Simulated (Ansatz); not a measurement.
Hg

Input

```
crystal:
  lattice:
    - [3.2208396983, 0.0, 0.0]
    - [-1.6104198491, 2.7893290002, 0.0]
    - [0.0, 0.0, 11.0601146744]
  atoms:
    - { symbol: Hg, position: [0.0, 0.0, 0.0] }
    - { symbol: Hg, position: [0.3333333333, 0.6666666667, 0.25] }
    - { symbol: Hg, position: [0.0, 0.0, 0.5] }
    - { symbol: Hg, position: [0.6666666667, 0.3333333333, 0.75] }
kpoints:
  mp_grid: { grid: [6, 6, 2] }
hamiltonian:
  xc: pbe
scf:
  occupations: { method: fermi_dirac, width: 0.02 }
  n_extra_bands: 5
output:
  forces: true
  stress: true
  eigenvalues: true
  write_density: true
  write_potential: true
  elf: true
  volumetric_format: npy
```

Command:

```sh
ansatz run input.yaml --threads 4 --pin off --max-ram 4608MiB --backend cpu --events-out ev --progress --plain --runs-dir out
```

Below, planes, directions and counts refer to the conventional cell (a = 3.22 Å, b = 3.22 Å, c = 11.06 Å, α = 90.00°, β = 90.00°, γ = 120.00°).

Space group P6₃/mmc; a structure from a database of computed crystals, not necessarily the ambient phase; started from the database structure prototype, which need not be the ambient phase; computed pressure about 2 GPa in this cell.

Method: DFT, PBE, plane waves, PAW in Ansatz.

**What will maps of the valence pseudo-density and electron localisation function show?**

Hg–Hg (3.22 Å): the density is about 0.15 e/Å³ at the midpoint; the ELF is about 0.15 at the midpoint: no shared electron pair shows on this line.

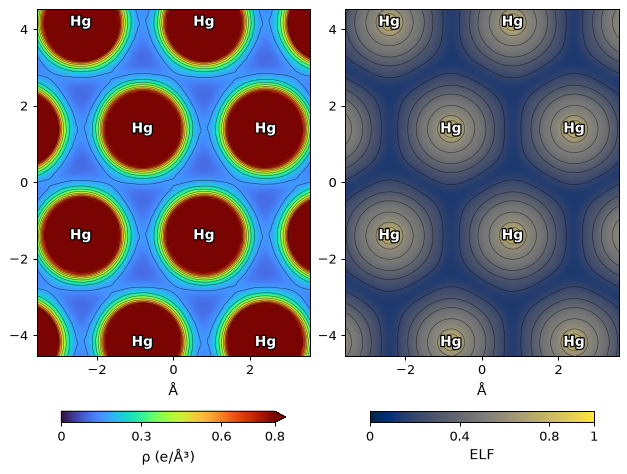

Computed valence pseudo-density and electron localisation function on the (001) plane of the conventional cell, in this order. 
